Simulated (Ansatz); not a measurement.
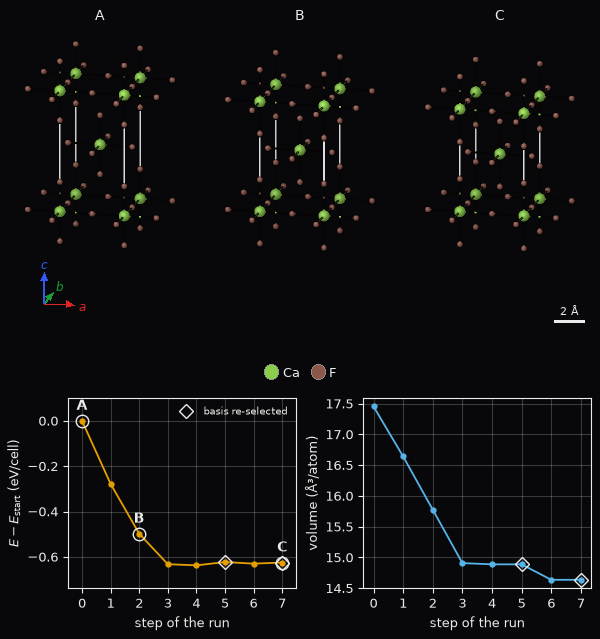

Frames of a relaxation of solid CaF$_{4}$ (a generated structure, set up in I4/mmm) (coarse preliminary run), marked on the history of the run. Style: ball-and-stick. Shown: the conventional cell (2 times the calculation's cell), slightly off an axis. Lengths and directions refer to the drawn axes.

All numbers below come from DFT PBE+D3(BJ), scalar-relativistic, plane waves, PAW in Ansatz. Settings: plane-wave cutoff 420 eV; k-point mesh 6 × 6 × 6; occupations gaussian; smearing width 0.1 eV; collinear spin; cell and atoms relaxed; force threshold 0.05 eV/Å; at most 80 steps.

> Describe the path.

The largest moves relative to the cell, 0.54 Å, are those of F atoms. Ca stays in place. The drawn cell changes as follows: a = b 4.520 → 4.495 Å (−0.5 %), c 8.545 → 7.244 Å (−15.2 %); the volume changes by −16.1 %. Among the contacts that change: Ca–F 2.094 → 2.311 Å, Ca–F 2.260 → 2.248 Å. The space group stays I4/mmm (No. 139). After 5 accepted moves (7 points after the start) the energy has fallen by 0.625 eV per cell of the calculation. Largest force component: 1.4 eV/Å at the start, 0.0041 eV/Å at the end. Pressure: 2.79 GPa at the start and 0.10 GPa at the end. At 2 points the geometry stayed and the basis and grid were re-selected for the new cell (energy shift of 14.5 meV per cell of the calculation at most each time). Cost: 17 s on 2 threads of AMD EPYC 9R45 96-Core Processor (Zen 5), with other jobs on the host, peak memory 0.47 GiB. From step 0 to 2: F atoms move most (0.36 Å), volume −9.6 %, energy −0.498 eV per cell of the calculation. From step 2 to 7: F atoms move most (0.20 Å), volume −7.2 %, energy −0.127 eV per cell of the calculation.
